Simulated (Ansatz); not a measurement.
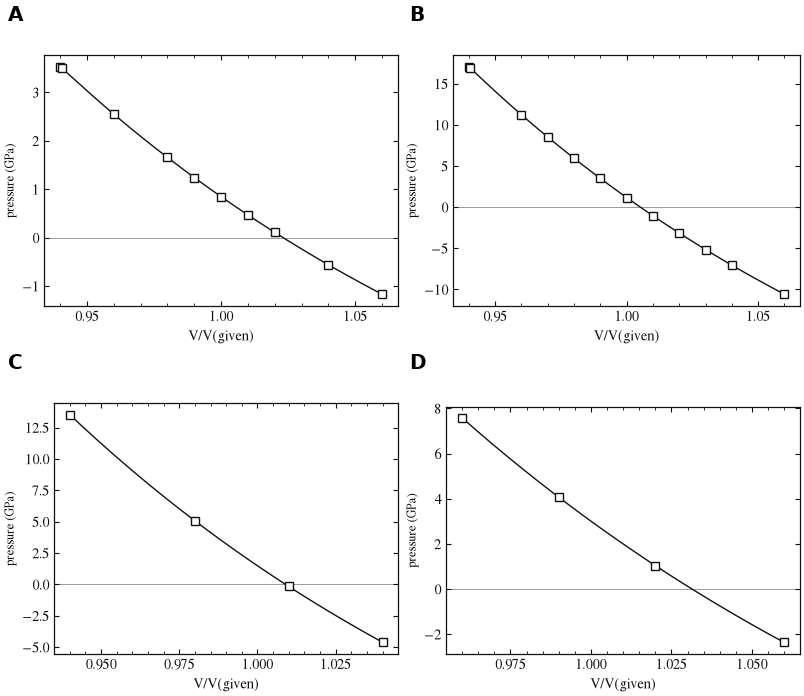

Each panel shows the pressure against V/V(given) for one of these solids: BaTiO₃, Pm-3m (No. 221), 12.9 Å³/atom; Mg, Fm-3m (No. 225), 22.6 Å³/atom; ZrC, Fm-3m (No. 225), 13.0 Å³/atom; ZrS₂, P-3m1 (No. 164), 22.3 Å³/atom.

Computed with Ansatz 0.2.0: periodic Kohn-Sham DFT of a crystal at fixed atoms, scaled to the stated factor times the given cell; pressure positive in compression, energy less spherical unpolarised free atoms. Level: PBE.

> Match the panels to the solids.

A is Mg (pressure from −1.168 GPa to 3.532 GPa); B is ZrC (pressure from −10.6 GPa to 17.1 GPa); C is BaTiO₃ (pressure from −4.6 GPa to 13.5 GPa); D is ZrS₂ (pressure from −2.364 GPa to 7.580 GPa).

For BaTiO₃, limits of the calculation: field gradient without spin-orbit coupling on heavy atoms; no spin-orbit coupling on heavy atoms.

For ZrS₂, limits of the calculation: shape and atomic fractions are frozen while scaling, which makes layered, chain and framework solids too stiff.
